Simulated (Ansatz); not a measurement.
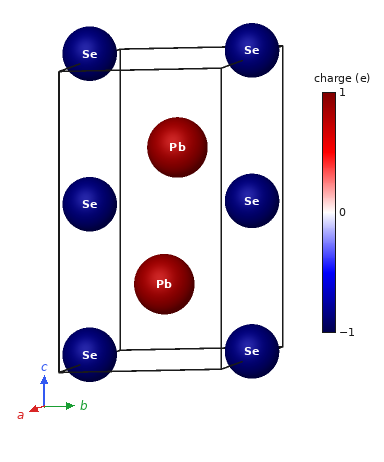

Spheres-only drawing of the structure, looking slightly off an axis. The outline marks the cell (the run's own, in a reduced setting). The atoms of this PbSe cell are coloured by their Bader charge.

The calculation used DFT PBE, scalar-relativistic, plane waves, PAW (Ansatz 0.2.0), with an energy cutoff of 420 eV, k-points about 0.21 Å⁻¹ apart, Gaussian smearing of 0.02 eV, no spin polarisation.

Question: Describe the charge distribution among the elements.

Answer: Most positive: Pb; most negative: Se. Charges: about Pb +0.8 e; Se -0.8 e. The transfer is large, as in an ionic solid.

The structure comes from a structure type filled with these elements by a generator (whether the compound takes this form wasn't checked). Earlier steps of the study may have refined or changed the cell and positions. It was the input of a calculation with Ansatz.
